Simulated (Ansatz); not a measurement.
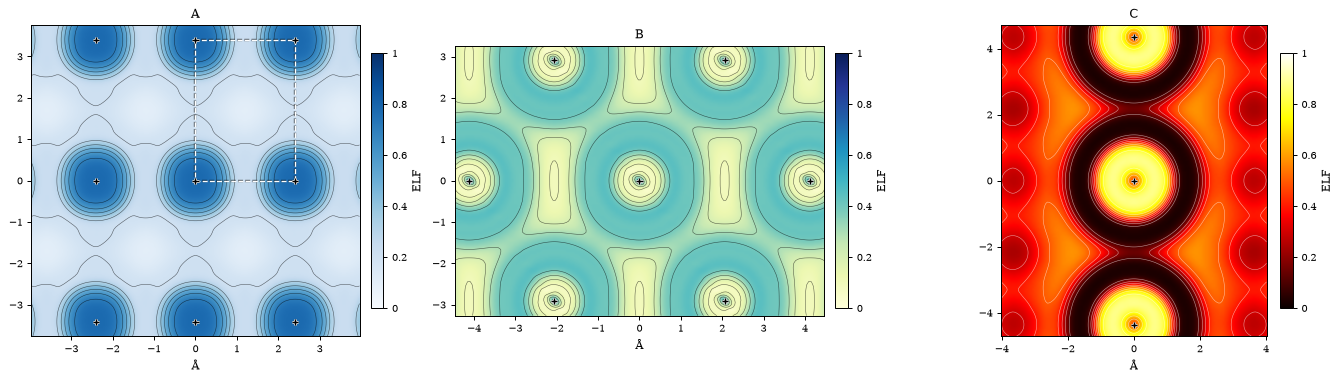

The ELF of 3 systems, each on a plane through atoms (crosses mark nuclei in the plane).

Method: DFT, r2SCAN, plane waves (500 eV) with PAW, scalar-relativistic (Ansatz).

System 1: Rh, the (101) plane of the conventional cell. Space group Pm-3m; set up as Rh, simple cubic; a generated structure, not necessarily the stable one; changed on purpose from its base cell (volume × 0.88); computed pressure about 35 GPa in this cell; computed without spin polarisation.

```
Rh
1.0
     2.40899    0.00000    0.00000
     0.00000    2.40899    0.00000
     0.00000    0.00000    2.40899
Rh
1
Direct
  0.00000 0.00000 0.00000
```

System 2: Bi, the (011̄) plane of the conventional cell. Space group Im-3m; set up as Bi, bcc; a generated structure, not necessarily the stable one; changed on purpose from its base cell (volume × 1.12); computed pressure about −5 GPa in this cell; computed without spin polarisation.

System 3: K, the (100) plane of the conventional cell. Space group P6/mmm; set up as K, omega (AlB2-type); a generated structure, not necessarily the stable one; changed on purpose from its base cell (volume × 0.88); computed without spin polarisation.

```
CELL_PARAMETERS angstrom
7.33175 0.00000 0.00000
-3.66588 6.34948 0.00000
0.00000 0.00000 4.35773
ATOMIC_POSITIONS crystal
K 0.00000 0.00000 0.00000
K 0.33333 0.66667 0.50000
K 0.66667 0.33333 0.50000
```

### Which map belongs to which system?

Panel A is system 1, Rh: the plane holds Rh. Rh–Rh (2.41 Å): the ELF is about 0.25 at the midpoint (no shared electron pair shows on this line). Panel B is system 2, Bi: the plane holds Bi. Bi–Bi (3.57 Å): the ELF is about 0.30 at the midpoint. Panel C is system 3, K: the plane holds K. K–K (4.36 Å): the ELF is about 0.15 at the midpoint (no shared electron pair shows on this line).
